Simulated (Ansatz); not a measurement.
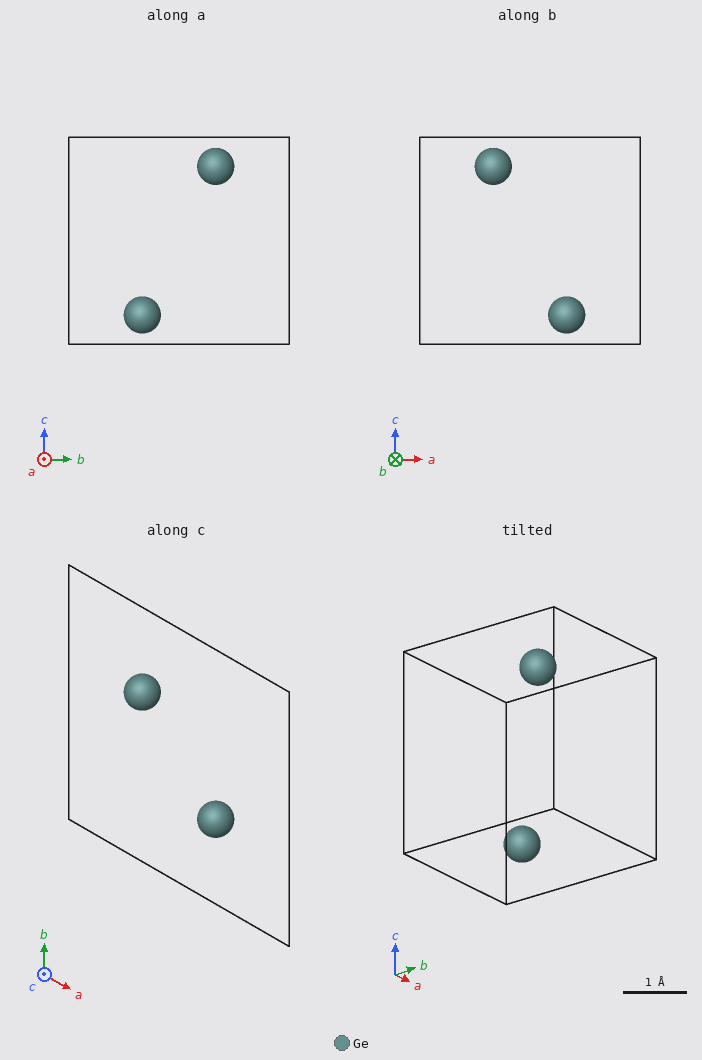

Crystal structure, ball-and-stick style, seen along the a axis, along the b axis, along the c axis and slightly off an axis. The wireframe shows the conventional unit cell.

Lattice parameters: a = 4.090 Å, b = 4.090 Å, c = 3.327 Å, α = 90.00°, β = 90.00°, γ = 120.00°.

### Give the structure in the form of a table of Wyckoff sites, with free fractional coordinates to two decimals.

Space group P-3m1 (No. 164).
| atom | site | x | y | z |
| --- | --- | --- | --- | --- |
| Ge | 2d | 0.6667 | 0.3333 | 0.14 |

The structure comes from a structure type filled with this element by a generator (whether the element takes this form wasn't checked). Relaxation method: DFT PBE+D3(BJ), scalar-relativistic, plane waves, PAW (Ansatz 0.2.0).
